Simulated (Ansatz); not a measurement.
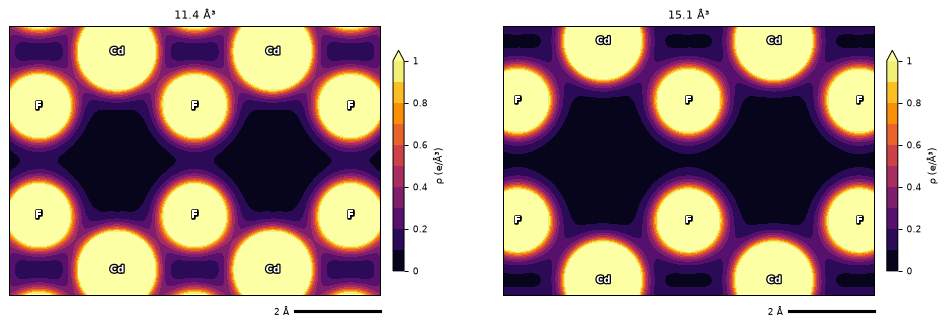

CdF₂. The valence pseudo-density of cells scaled evenly to different volumes (given per atom above each panel), on the (011̄) plane of each (indices in the axes of the cell below), at one length scale and on one colour scale.

The calculation used DFT PBEsol, scalar-relativistic, plane waves, PAW (Ansatz).

In a PAW calculation such maps are meaningful between the atoms, not at the nuclei.

The largest cell:

```cif
data_structure
_symmetry_space_group_name_H-M 'P 1'
_symmetry_Int_Tables_number 1
_cell_length_a 4.0140
_cell_length_b 4.0140
_cell_length_c 3.9737
_cell_angle_alpha 60.332
_cell_angle_beta 60.332
_cell_angle_gamma 59.336
_cell_volume 45.26
loop_
_atom_site_label
_atom_site_type_symbol
_atom_site_fract_x
_atom_site_fract_y
_atom_site_fract_z
_atom_site_occupancy
Cd1 Cd 0.00000 0.00000 0.00000 1
F1 F 0.25000 0.25000 0.25000 1
F2 F 0.75000 0.75000 0.75000 1
```

| volume (Å³/atom) | Cd–F contact in the plane (Å) | ρ at its midpoint (e/Å³) | pressure (GPa) | gap on the mesh (eV) | 
| --- | --- | --- | --- | --- |
| 11.45 | 2.234 | 0.409 | 18.8 | 3.38 | 
| 14.57 | 2.421 | ? | ? | ? | 
| 15.09 | 2.450 | 0.245 | −11.2 | 2.42 | 

What values belong in the row with question marks?

Over the known rows ln ρ falls by 2.37 per Å of Cd–F distance (the line through the two), which gives 0.262 e/Å³ at 2.421 Å; the calculation gives 0.262 e/Å³. For the pressure, a straight line in volume between the neighbouring rows gives −6.9 GPa; the calculation gives −9.3, lower because pressure rises ever faster on compression. For the gap on the mesh, a straight line in volume between the neighbouring rows gives 2.56 eV; the calculation gives 2.53.
